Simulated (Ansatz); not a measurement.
CuO2: single-point calculation (part 2 of 2)

The same run, continued: CuO2 (Cmcm, 6 atoms in the cell); DFT r2SCAN+U, scalar-relativistic, plane waves, PAW, Ueff = 4 eV on Cu d (Ansatz 0.2.0); cutoff 500 eV, 14×14×8 k-mesh, Gaussian smearing of 0.1 eV, collinear spins. The structure derives from a Materials Project entry. The run did not end well. It belongs to a series of runs on one base structure; here: volume fm: 1.18 V/V0.

Geometry of the input (Å; fractional positions):
```
1.4927  -5.5063  0.0000
1.4927  5.5063  0.0000
0.0000  0.0000  4.5898
Cu 0.8327  0.1673  0.2500
Cu 0.1673  0.8327  0.7500
O  0.4485  0.5515  0.2500
O  0.5515  0.4485  0.7500
O  0.2110  0.7890  0.2500
O  0.7890  0.2110  0.7500
```

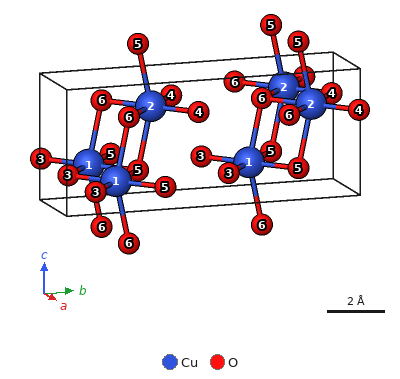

*The input geometry (ball-and-stick view of the cell 2 times as large as that of the calculation, set on its symmetry axes, seen slightly off an axis; bonded neighbours outside the cell are drawn too; atoms are numbered from 1 in the order of the input). An atom can appear more than once, as a periodic image.*

Log, continued
```
SCF iter   1: F=—  HF=-15524.645517 eV  |F-HF|=—  |Δ(HF+E_count)|=         —  Δρ=1.51e-1 (↑7.51e-2 ↓1.51e-1)  dr2=3.87e1  dr2_τ=2.91e-1  dr2_m=3.47e0  M=0.246 μB ∫|m|=0.299 μB  β_m=0.30  ethr=3.10e-3  ⟨swp⟩=5.3  Hψ=78433  notcnv=0  defer=65
preconditioner: auto → Kerker (q_TF=auto, 2.640 Å⁻¹)  [metal: Δε(μ)=0.002 eV  Ē_g=13.357 eV  σ=0.100 eV  W_gap=0.01  n_scr=22 (ndim 8)  ℏωp=29.0 eV  f_vac=0.124  D(μ)=3.09/eV (n_scr^D=30)]
spin=Collinear: Kerker preconditioning applied to the charge; magnetization (m = ρ↑ − ρ↓) channel mixes plain (no charge-response kernel on spin).
SCF iter   2: F=—  HF=-15522.723485 eV  |F-HF|=—  |Δ(HF+E_count)|=    1.92e0  Δρ=9.29e-2 (↑9.29e-2 ↓7.03e-2)  dr2=1.71e1  dr2_τ=7.19e-1  dr2_m=1.05e0  M=0.480 μB ∫|m|=0.661 μB  β_m=0.30  ethr=3.10e-3  ⟨swp⟩=3.0  Hψ=48671  notcnv=0  defer=1147  κ⁻¹=1.0e0(r=1)
SCF iter   3: F=—  HF=-15522.249956 eV  |F-HF|=—  |Δ(HF+E_count)|=   4.74e-1  Δρ=4.11e-2 (↑4.11e-2 ↓3.15e-2)  dr2=1.76e0  dr2_τ=2.10e-1  dr2_m=5.57e-1  M=0.668 μB ∫|m|=0.769 μB  β_m=0.30  ethr=3.10e-3  ⟨swp⟩=2.1  Hψ=42087  notcnv=0  defer=1129  κ⁻¹=1.3e-2(r=2)
SCF iter   4: F=—  HF=-15522.485429 eV  |F-HF|=—  |Δ(HF+E_count)|=   2.35e-1  Δρ=3.01e-2 (↑3.01e-2 ↓2.15e-2)  dr2=5.66e-1  dr2_τ=1.00e-2  dr2_m=2.96e-1  M=0.762 μB ∫|m|=0.873 μB  β_m=0.30  ethr=2.83e-3  ⟨swp⟩=2.0  Hψ=26063  notcnv=0  defer=1055  κ⁻¹=1.9e-4(r=3)
SCF iter   5: F=—  HF=-15522.907241 eV  |F-HF|=—  |Δ(HF+E_count)|=   4.22e-1  Δρ=1.96e-2 (↑1.96e-2 ↓1.25e-2)  dr2=1.99e-1  dr2_τ=6.97e-3  dr2_m=1.33e-1  M=0.908 μB ∫|m|=1.024 μB  β_m=0.30  ethr=9.13e-4  ⟨swp⟩=2.1  Hψ=36020  notcnv=0  defer=1062  κ⁻¹=2.1e-5(r=4)
SCF iter   6: F=—  HF=-15522.958426 eV  |F-HF|=—  |Δ(HF+E_count)|=   5.12e-2  Δρ=1.67e-2 (↑1.67e-2 ↓7.74e-3)  dr2=1.55e-1  dr2_τ=3.81e-3  dr2_m=8.41e-2  M=1.018 μB ∫|m|=1.148 μB  β_m=0.30  ethr=3.20e-4  ⟨swp⟩=2.2  Hψ=31242  notcnv=0  defer=1034  κ⁻¹=6.3e-6(r=5)
SCF iter   7: F=—  HF=-15522.979912 eV  |F-HF|=—  |Δ(HF+E_count)|=   2.15e-2  Δρ=1.86e-2 (↑8.02e-3 ↓1.86e-2)  dr2=1.23e-1  dr2_τ=4.22e-3  dr2_m=9.49e-2  M=1.141 μB ∫|m|=1.268 μB  β_m=0.30  ethr=2.50e-4  ⟨swp⟩=2.0  Hψ=35577  notcnv=0  defer=1034  κ⁻¹=4.2e-6(r=6)
SCF iter   8: F=—  HF=-15523.003207 eV  |F-HF|=—  |Δ(HF+E_count)|=   2.33e-2  Δρ=1.23e-2 (↑1.00e-2 ↓1.23e-2)  dr2=4.30e-2  dr2_τ=2.33e-3  dr2_m=7.55e-2  M=1.274 μB ∫|m|=1.409 μB  β_m=1.00  ethr=1.98e-4  ⟨swp⟩=2.1  Hψ=28510  notcnv=0  defer=1039  κ⁻¹=3.7e-6(r=7)
SCF iter   9: F=—  HF=-15523.076328 eV  |F-HF|=—  |Δ(HF+E_count)|=   7.31e-2  Δρ=1.01e-2 (↑7.66e-3 ↓1.01e-2)  dr2=6.43e-2  dr2_τ=2.71e-3  dr2_m=3.68e-2  M=1.510 μB ∫|m|=1.672 μB  β_m=0.30  ethr=6.94e-5  ⟨swp⟩=2.0  Hψ=40541  notcnv=0  defer=1051  κ⁻¹=6.1e-7(r=8)
SCF iter  10: F=—  HF=-15523.113571 eV  |F-HF|=—  |Δ(HF+E_count)|=   3.72e-2  Δρ=1.20e-2 (↑1.03e-2 ↓1.20e-2)  dr2=1.22e-1  dr2_τ=1.80e-3  dr2_m=5.51e-2  M=1.647 μB ∫|m|=1.807 μB  β_m=1.20  ethr=6.94e-5  ⟨swp⟩=1.3  Hψ=23330  notcnv=0  defer=1063
Mixer restart at iter 10: flushing history
spin-set hold released at iteration 10 (site moments contracting): the magnetisation degrees of freedom join the quasi-Newton model from the next iteration; the mixer history was flushed
SCF iter  11: F=—  HF=-15523.153812 eV  |F-HF|=—  |Δ(HF+E_count)|=   4.02e-2  Δρ=1.17e-2 (↑1.17e-2 ↓7.51e-3)  dr2=3.21e-2  dr2_τ=4.55e-3  dr2_m=5.44e-2  M=1.960 μB ∫|m|=2.138 μB  β_m=1.20  ethr=6.94e-5  ⟨swp⟩=2.0  Hψ=37634  notcnv=0  defer=1095  κ⁻¹=1.0e0(r=1)
SCF iter  12: F=—  HF=-15523.209663 eV  |F-HF|=—  |Δ(HF+E_count)|=   5.59e-2  Δρ=8.35e-3 (↑3.89e-3 ↓8.35e-3)  dr2=4.70e-2  dr2_τ=2.76e-3  dr2_m=1.87e-2  M=2.043 μB ∫|m|=2.250 μB  β_m=1.20  ethr=5.18e-5  ⟨swp⟩=2.0  Hψ=41230  notcnv=0  defer=1258  κ⁻¹=4.8e-1(r=2)
SCF iter  13: F=—  HF=-15523.235746 eV  |F-HF|=—  |Δ(HF+E_count)|=   2.61e-2  Δρ=5.23e-3 (↑3.42e-3 ↓5.23e-3)  dr2=1.26e-2  dr2_τ=1.26e-3  dr2_m=1.08e-2  M=2.052 μB ∫|m|=2.255 μB  β_m=1.20  ethr=5.18e-5  ⟨swp⟩=1.4  Hψ=23243  notcnv=0  defer=1298  κ⁻¹=5.4e-2(r=3)
SCF iter  14: F=—  HF=-15523.300627 eV  |F-HF|=—  |Δ(HF+E_count)|=   6.49e-2  Δρ=3.52e-3 (↑2.35e-3 ↓3.52e-3)  dr2=9.36e-3  dr2_τ=3.42e-4  dr2_m=3.83e-3  M=2.107 μB ∫|m|=2.293 μB  β_m=1.20  ethr=2.03e-5  ⟨swp⟩=2.0  Hψ=36375  notcnv=0  defer=1298  κ⁻¹=4.5e-3(r=4)
SCF iter  15: F=—  HF=-15523.323332 eV  |F-HF|=—  |Δ(HF+E_count)|=   2.27e-2  Δρ=3.17e-3 (↑2.19e-3 ↓3.17e-3)  dr2=1.29e-2  dr2_τ=2.13e-4  dr2_m=2.08e-3  M=2.148 μB ∫|m|=2.333 μB  β_m=1.20  ethr=1.51e-5  ⟨swp⟩=2.1  Hψ=32526  notcnv=0  defer=1219  κ⁻¹=9.4e-4(r=5)
SCF iter  16: F=—  HF=-15523.350013 eV  |F-HF|=—  |Δ(HF+E_count)|=   2.67e-2  Δρ=4.48e-3 (↑4.48e-3 ↓3.19e-3)  dr2=3.08e-3  dr2_τ=5.15e-4  dr2_m=9.55e-3  M=2.119 μB ∫|m|=2.296 μB  β_m=1.20  ethr=1.51e-5  ⟨swp⟩=2.0  Hψ=36082  notcnv=0  defer=1226  κ⁻¹=8.2e-4(r=6)
SCF iter  17: F=—  HF=-15523.370232 eV  |F-HF|=—  |Δ(HF+E_count)|=   2.02e-2  Δρ=4.20e-3 (↑4.20e-3 ↓2.45e-3)  dr2=2.00e-3  dr2_τ=3.69e-4  dr2_m=7.25e-3  M=2.137 μB ∫|m|=2.321 μB  β_m=1.20  ethr=4.97e-6  ⟨swp⟩=2.0  Hψ=36124  notcnv=0  defer=1225  κ⁻¹=4.6e-4(r=7)
SCF iter  18: F=—  HF=-15523.384077 eV  |F-HF|=—  |Δ(HF+E_count)|=   1.38e-2  Δρ=3.73e-3 (↑3.73e-3 ↓1.81e-3)  dr2=2.72e-3  dr2_τ=2.27e-4  dr2_m=4.50e-3  M=2.128 μB ∫|m|=2.326 μB  β_m=1.20  ethr=3.23e-6  ⟨swp⟩=2.1  Hψ=38999  notcnv=0  defer=1241  κ⁻¹=3.4e-4(r=8)
SCF iter  19: F=—  HF=-15523.391367 eV  |F-HF|=—  |Δ(HF+E_count)|=   7.29e-3  Δρ=3.00e-3 (↑3.00e-3 ↓1.72e-3)  dr2=2.15e-3  dr2_τ=1.30e-4  dr2_m=3.05e-3  M=2.104 μB ∫|m|=2.316 μB  β_m=1.20  ethr=3.23e-6  ⟨swp⟩=2.1  Hψ=32922  notcnv=0  defer=1252  κ⁻¹=1.2e-4(r=8)
SCF iter  20: F=—  HF=-15523.406020 eV  |F-HF|=—  |Δ(HF+E_count)|=   1.47e-2  Δρ=2.08e-3 (↑2.08e-3 ↓1.68e-3)  dr2=8.31e-4  dr2_τ=2.59e-5  dr2_m=2.25e-3  M=2.064 μB ∫|m|=2.335 μB  β_m=1.20  ethr=3.23e-6  ⟨swp⟩=2.0  Hψ=36899  notcnv=0  defer=1255  κ⁻¹=5.2e-4(r=8)
SCF iter  21: F=—  HF=-15523.395426 eV  |F-HF|=—  |Δ(HF+E_count)|=   1.06e-2  Δρ=1.51e-3 (↑1.32e-3 ↓1.51e-3)  dr2=2.22e-3  dr2_τ=2.46e-5  dr2_m=1.19e-3  M=2.114 μB ∫|m|=2.342 μB  β_m=1.20  ethr=1.34e-6  ⟨swp⟩=2.0  Hψ=37287  notcnv=0  defer=1230  κ⁻¹=4.2e-4(r=8)
SCF iter  22: F=—  HF=-15523.403367 eV  |F-HF|=—  |Δ(HF+E_count)|=   7.94e-3  Δρ=1.83e-3 (↑1.83e-3 ↓1.40e-3)  dr2=3.19e-3  dr2_τ=3.78e-5  dr2_m=1.46e-3  M=2.083 μB ∫|m|=2.353 μB  β_m=1.20  ethr=1.34e-6  ⟨swp⟩=2.0  Hψ=38821  notcnv=0  defer=1216  κ⁻¹=2.5e-4(r=8)
SCF iter  23: F=—  HF=-15523.395512 eV  |F-HF|=—  |Δ(HF+E_count)|=   7.86e-3  Δρ=3.06e-3 (↑3.06e-3 ↓1.99e-3)  dr2=1.14e-2  dr2_τ=2.01e-4  dr2_m=3.20e-3  M=2.161 μB ∫|m|=2.417 μB  β_m=1.20  ethr=1.34e-6  ⟨swp⟩=2.4  Hψ=39696  notcnv=0  defer=1208  κ⁻¹=3.2e-4(r=8)
SCF iter  24: F=—  HF=-15523.395317 eV  |F-HF|=—  |Δ(HF+E_count)|=   1.95e-4  Δρ=2.42e-3 (↑2.42e-3 ↓1.38e-3)  dr2=3.60e-3  dr2_τ=7.54e-5  dr2_m=2.07e-3  M=2.160 μB ∫|m|=2.402 μB  β_m=1.20  ethr=1.34e-6  ⟨swp⟩=2.0  Hψ=35119  notcnv=0  defer=1179  κ⁻¹=7.9e-4(r=8)
SCF iter  25: F=—  HF=-15523.372232 eV  |F-HF|=—  |Δ(HF+E_count)|=   2.31e-2  Δρ=4.69e-3 (↑4.69e-3 ↓4.47e-3)  dr2=2.83e-2  dr2_τ=5.64e-4  dr2_m=4.81e-3  M=2.764 μB ∫|m|=2.934 μB  β_m=1.20  ethr=1.34e-6  ⟨swp⟩=3.3  Hψ=51954  notcnv=0  defer=1175  κ⁻¹=2.0e-4(r=8)
SCF iter  26: F=—  HF=-15523.367177 eV  |F-HF|=—  |Δ(HF+E_count)|=   5.06e-3  Δρ=4.65e-3 (↑4.65e-3 ↓4.33e-3)  dr2=2.24e-2  dr2_τ=5.63e-4  dr2_m=5.39e-3  M=2.725 μB ∫|m|=2.892 μB  β_m=1.20  ethr=1.34e-6  ⟨swp⟩=2.0  Hψ=40403  notcnv=0  defer=1170  κ⁻¹=1.1e-3(r=8)
SCF iter  27: F=—  HF=-15523.374052 eV  |F-HF|=—  |Δ(HF+E_count)|=   6.87e-3  Δρ=3.08e-3 (↑3.08e-3 ↓2.40e-3)  dr2=1.26e-2  dr2_τ=1.70e-4  dr2_m=1.03e-3  M=2.528 μB ∫|m|=2.707 μB  β_m=1.20  ethr=1.34e-6  ⟨swp⟩=2.0  Hψ=40020  notcnv=0  defer=1170  κ⁻¹=1.6e-3(r=8)
SCF iter  28: F=—  HF=-15523.373299 eV  |F-HF|=—  |Δ(HF+E_count)|=   7.52e-4  Δρ=4.28e-3 (↑4.28e-3 ↓3.16e-3)  dr2=2.48e-2  dr2_τ=3.01e-4  dr2_m=1.69e-3  M=2.544 μB ∫|m|=2.722 μB  β_m=1.20  ethr=1.34e-6  ⟨swp⟩=2.2  Hψ=39094  notcnv=0  defer=1160  κ⁻¹=3.0e-4(r=8)
SCF iter  29: F=—  HF=-15523.376004 eV  |F-HF|=—  |Δ(HF+E_count)|=   2.70e-3  Δρ=3.27e-3 (↑3.27e-3 ↓1.85e-3)  dr2=1.20e-2  dr2_τ=1.08e-4  dr2_m=7.75e-4  M=2.475 μB ∫|m|=2.660 μB  β_m=1.20  ethr=1.34e-6  ⟨swp⟩=2.0  Hψ=36069  notcnv=0  defer=1160  κ⁻¹=1.9e-4(r=8)
SCF iter  30: F=—  HF=-15523.378258 eV  |F-HF|=—  |Δ(HF+E_count)|=   2.25e-3  Δρ=2.18e-3 (↑2.18e-3 ↓8.04e-4)  dr2=3.29e-3  dr2_τ=2.50e-5  dr2_m=6.32e-4  M=2.447 μB ∫|m|=2.638 μB  β_m=1.20  ethr=1.34e-6  ⟨swp⟩=2.0  Hψ=37848  notcnv=0  defer=1160  κ⁻¹=4.2e-4(r=8)
SCF iter  31: F=-15523.377552 eV  HF=-15523.376774 eV  |F-HF|=7.78e-4  |Δ(HF+E_count)|=   1.48e-3  Δρ=1.74e-3 (↑1.74e-3 ↓6.77e-4)  dr2=2.17e-3  dr2_τ=1.75e-5  dr2_m=3.53e-4  M=2.503 μB ∫|m|=2.691 μB  β_m=1.20  ethr=1.34e-6  ⟨swp⟩=2.2  Hψ=34665  notcnv=0  defer=1160  κ⁻¹=4.2e-5(r=8)
SCF iter  32: F=-15523.381904 eV  HF=-15523.381589 eV  |F-HF|=3.15e-4  |Δ(HF+E_count)|=   4.81e-3  Δρ=2.28e-3 (↑2.28e-3 ↓1.08e-3)  dr2=2.13e-3  dr2_τ=3.32e-5  dr2_m=1.54e-3  M=2.455 μB ∫|m|=2.656 μB  β_m=1.20  ethr=1.34e-6  ⟨swp⟩=2.0  Hψ=36986  notcnv=0  defer=1166  κ⁻¹=3.7e-5(r=8)
SCF iter  33: F=-15523.378118 eV  HF=-15523.378355 eV  |F-HF|=2.37e-4  |Δ(HF+E_count)|=   3.23e-3  Δρ=1.24e-3 (↑1.24e-3 ↓4.42e-4)  dr2=1.20e-3  dr2_τ=7.95e-6  dr2_m=2.33e-4  M=2.603 μB ∫|m|=2.797 μB  β_m=1.20  ethr=1.34e-6  ⟨swp⟩=2.0  Hψ=41039  notcnv=0  defer=1166  κ⁻¹=9.5e-5(r=8)
SCF iter  34: F=-15523.378861 eV  HF=-15523.378692 eV  |F-HF|=1.69e-4  |Δ(HF+E_count)|=   3.37e-4  Δρ=8.17e-4 (↑8.17e-4 ↓4.13e-4)  dr2=3.87e-4  dr2_τ=3.78e-6  dr2_m=1.73e-4  M=2.650 μB ∫|m|=2.848 μB  β_m=1.20  ethr=1.34e-6  ⟨swp⟩=2.0  Hψ=36514  notcnv=0  defer=1166  κ⁻¹=1.1e-4(r=8)
SCF iter  35: F=-15523.378922 eV  HF=-15523.378689 eV  |F-HF|=2.34e-4  |Δ(HF+E_count)|=   3.92e-6  Δρ=4.80e-4 (↑4.80e-4 ↓2.98e-4)  dr2=1.28e-4  dr2_τ=1.76e-6  dr2_m=6.26e-5  M=2.686 μB ∫|m|=2.884 μB  β_m=1.20  ethr=6.23e-7  ⟨swp⟩=2.2  Hψ=34526  notcnv=0  defer=1166  κ⁻¹=1.2e-4(r=8)
SCF iter  36: F=-15523.379004 eV  HF=-15523.378872 eV  |F-HF|=1.31e-4  |Δ(HF+E_count)|=   1.84e-4  Δρ=1.97e-4 (↑1.54e-4 ↓1.97e-4)  dr2=2.65e-5  dr2_τ=1.05e-6  dr2_m=7.99e-6  M=2.729 μB ∫|m|=2.929 μB  β_m=1.20  ethr=2.07e-7  ⟨swp⟩=2.0  Hψ=36423  notcnv=0  defer=1166  κ⁻¹=1.1e-4(r=8)
SCF iter  37: F=-15523.379096 eV  HF=-15523.379095 eV  |F-HF|=6.67e-7  |Δ(HF+E_count)|=   2.23e-4  Δρ=1.05e-4 (↑1.05e-4 ↓9.76e-5)  dr2=2.35e-5  dr2_τ=2.35e-7  dr2_m=9.13e-7  M=2.741 μB ∫|m|=2.944 μB  β_m=1.20  ethr=4.27e-8  ⟨swp⟩=3.2  Hψ=47130  notcnv=0  defer=1166  κ⁻¹=2.1e-4(r=8)
SCF iter  38: F=-15523.379103 eV  HF=-15523.379097 eV  |F-HF|=5.67e-6  |Δ(HF+E_count)|=   1.69e-6  Δρ=6.90e-5 (↑6.90e-5 ↓4.29e-5)  dr2=3.92e-6  dr2_τ=5.79e-8  dr2_m=1.16e-6  M=2.739 μB ∫|m|=2.941 μB  β_m=1.20  ethr=3.79e-8  ⟨swp⟩=2.0  Hψ=32946  notcnv=0  defer=1168  κ⁻¹=3.1e-4(r=8)
SCF iter  39: F=-15523.379094 eV  HF=-15523.379093 eV  |F-HF|=1.35e-6  |Δ(HF+E_count)|=   4.09e-6  Δρ=4.89e-5 (↑4.89e-5 ↓4.46e-5)  dr2=2.03e-6  dr2_τ=1.21e-7  dr2_m=9.91e-7  M=2.753 μB ∫|m|=2.955 μB  β_m=1.20  ethr=6.32e-9  ⟨swp⟩=2.2  Hψ=38874  notcnv=0  defer=1168  κ⁻¹=3.1e-4(r=8)
SCF iter  40: F=-15523.379096 eV  HF=-15523.379095 eV  |F-HF|=1.05e-6  |Δ(HF+E_count)|=   2.06e-6  Δρ=1.72e-5 (↑1.71e-5 ↓1.72e-5)  dr2=8.68e-7  dr2_τ=1.02e-8  dr2_m=3.00e-8  M=2.754 μB ∫|m|=2.957 μB  β_m=1.20  ethr=3.28e-9  ⟨swp⟩=2.0  Hψ=34216  notcnv=0  defer=1170  κ⁻¹=1.6e-4(r=8)
SCF iter  41: F=-15523.379096 eV  HF=-15523.379096 eV  |F-HF|=9.32e-7  |Δ(HF+E_count)|=   5.42e-7  Δρ=1.92e-5 (↑1.55e-5 ↓1.92e-5)  dr2=3.80e-7  dr2_τ=9.32e-9  dr2_m=1.03e-7  M=2.752 μB ∫|m|=2.955 μB  β_m=1.20  ethr=1.40e-9  ⟨swp⟩=2.0  Hψ=31566  notcnv=0  defer=1170  κ⁻¹=1.9e-4(r=8)
SCF iter  42: F=-15523.379096 eV  HF=-15523.379095 eV  |F-HF|=1.01e-6  |Δ(HF+E_count)|=   3.98e-7  Δρ=1.93e-5 (↑1.17e-5 ↓1.93e-5)  dr2=2.55e-7  dr2_τ=6.60e-9  dr2_m=4.88e-8  M=2.753 μB ∫|m|=2.955 μB  β_m=1.20  ethr=6.13e-10  ⟨swp⟩=2.1  Hψ=32320  notcnv=0  defer=1170  κ⁻¹=5.4e-5(r=8)
SCF iter  43: F=-15523.379097 eV  HF=-15523.379096 eV  |F-HF|=4.20e-7  |Δ(HF+E_count)|=   1.09e-6  Δρ=8.83e-6 (↑8.83e-6 ↓7.27e-6)  dr2=4.56e-8  dr2_τ=1.04e-9  dr2_m=2.68e-8  M=2.752 μB ∫|m|=2.955 μB  β_m=1.20  ethr=1.61e-10  ⟨swp⟩=11.8  Hψ=154311  notcnv=0  κ⁻¹=1.9e-4(r=8)
```

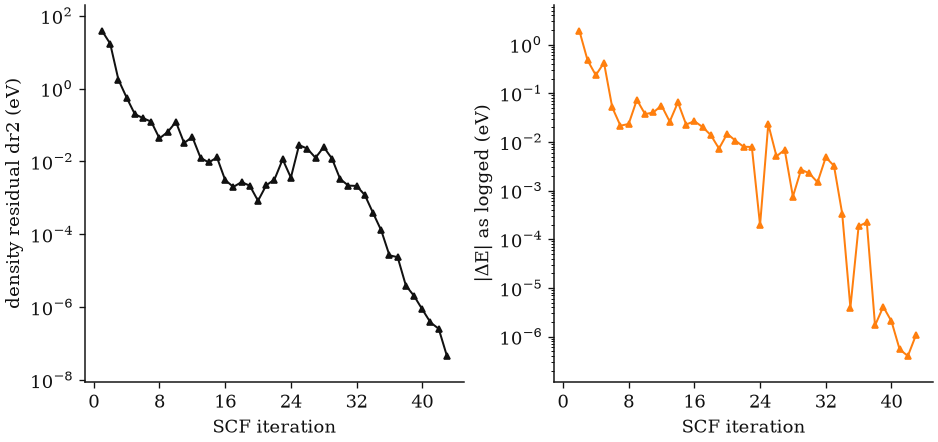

*Convergence of the self-consistent field: density residual dr2 and size of the energy change against the SCF iteration.*

The run ended after 43 iterations.

```
Error: SIGTERM received: cancelled by the caller after 43 completed SCF iterations
```

Outcome

```json
{"quantity": "outcome", "value": "stopped at the time limit"}
{"quantity": "space group (tolerance 0.01 Å)", "value": "Cmcm (63)"}
{"quantity": "wall time", "value": "4.6 min"}
{"quantity": "peak memory", "value": "2 GiB"}
```

What went wrong

The run was cut off by its time limit, so the output is incomplete. The electronic state found may not be the lowest one.
